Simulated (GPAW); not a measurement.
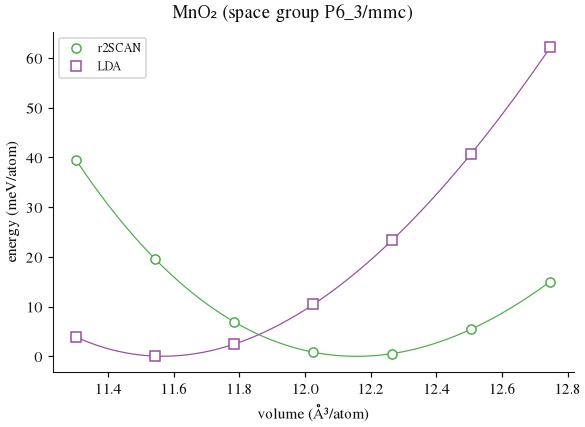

The figure shows the energy against volume, with one curve for each functional, for MnO₂ (space group P6_3/mmc).

How it was computed, with GPAW 26.7.0: PAW DFT in plane waves, on a grid or in atomic orbitals, collinear spins; energies at scaled volumes of the given cell, shape and fractions fixed, counted from the fit's minimum, third-order Birch-Murnaghan fit. All runs: collinear spin.

```tsv
setting	value
k mesh	7×7×2
occupations	Fermi–Dirac
smearing width	0.05 eV
potentials	GPAW PAW data sets (gpaw data 1.2.1)
wave cutoff	800 eV
```

Order the curves by fitted equilibrium volume, smallest first.

LDA 11.567, r2SCAN 12.157 Å³/atom.

Order the curves by fitted bulk modulus, smallest first.

r2SCAN 183.9, LDA 196.9 GPa.

Note: shape and atomic fractions are frozen while scaling, which makes layered, chain and framework solids too stiff.
